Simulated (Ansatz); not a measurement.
```
CELL_PARAMETERS angstrom
1.80750 -1.80750 0.00000
1.80750 1.80750 0.00000
0.00000 0.00000 3.65115
ATOMIC_POSITIONS crystal
Cu 0.00000 0.00000 0.00000
Cu 0.50000 0.50000 0.50000
```

Space group I4/mmm.

All numbers below come from Kohn-Sham DFT of a periodic cell, PBE, Ansatz PAW (Ansatz 0.2.0).

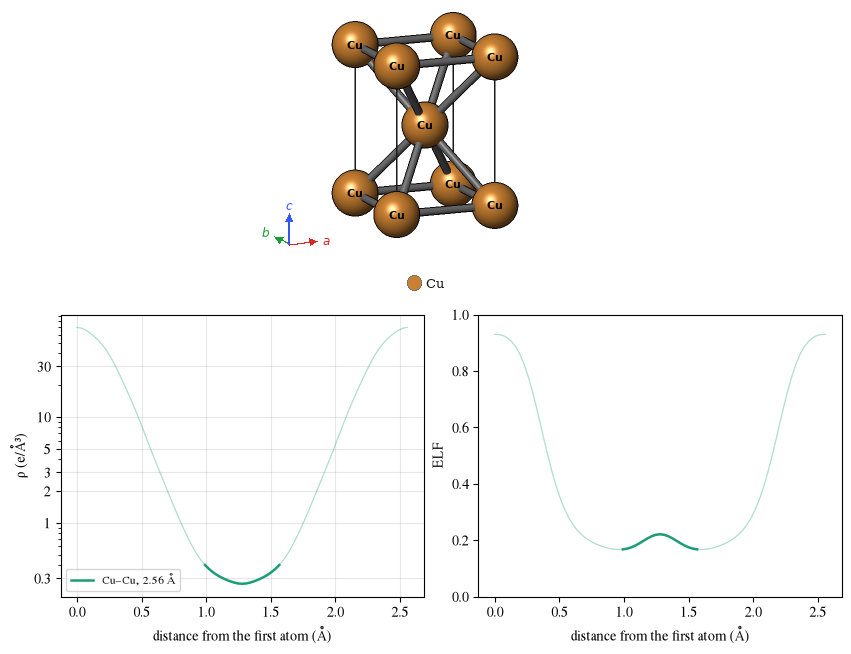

Cu. Valence electron density and ELF along straight lines between neighbouring atoms. Thin, pale parts lie inside the atomic spheres. The structure is drawn too.

In a PAW calculation such maps are meaningful between the atoms, not at the nuclei.

Q: What can be read from the curves?

A: Cu–Cu (2.56 Å): ρ at the midpoint is about 0.27 e/Å³; the ELF is about 0.20 at the midpoint (no shared electron pair shows on this line).
